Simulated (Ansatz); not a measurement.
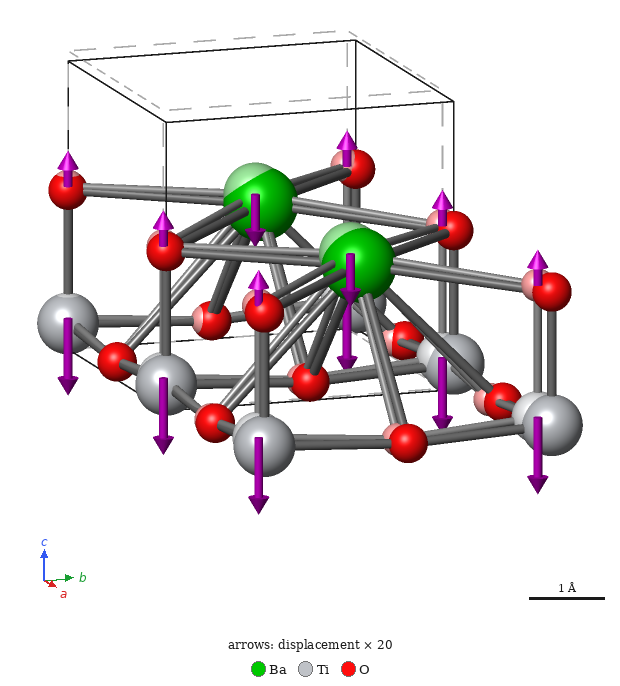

Solid BaTiO3 (built on the database structure type) at its r2SCAN-relaxed geometry, drawn pale, and a changed version of it, drawn solid. The purple arrows show how the atoms are displaced (without the part that the change of the cell carries along), magnified 20 times. A ball-and-stick model of the cell of the calculation, repeated 2 × 1 × 1 with one cell outlined, seen slightly off an axis.

Level of theory: DFT, HSE06, plane waves, PAW (Ansatz 0.2.0). (plane-wave cutoff 420 eV; k-point mesh 4 × 4 × 4; occupations fixed; no spin polarisation)

Q: Describe the change and its computed effect.

A: The cell is strained by −3.4 % along c and +3.0 % across it (volume +2.5 %). The atoms and the free axis were relaxed with r2SCAN under that strain, and this is a single point on that geometry. The energy rises by 27.5 meV per atom. The pressure goes from −2.1 to −7.4 GPa. The principal stresses (compression positive) are −2.4 GPa along c and −9.9 GPa across it. The largest forces, 0.26 eV/Å, act on Ti and O; on the Ti atom it points along +c. The forces mostly point back along the displacements (cosine −0.82). The band gap: 3.31 eV before, 3.18 eV after. Among the bonded contacts that change: O–Ti 2.292 → 2.136 Å, Ba–O 2.813 → 2.894 Å, O–Ti 1.993 → 2.048 Å, Ba–O 2.925 → 2.887 Å. The space group stays P4mm (No. 99).
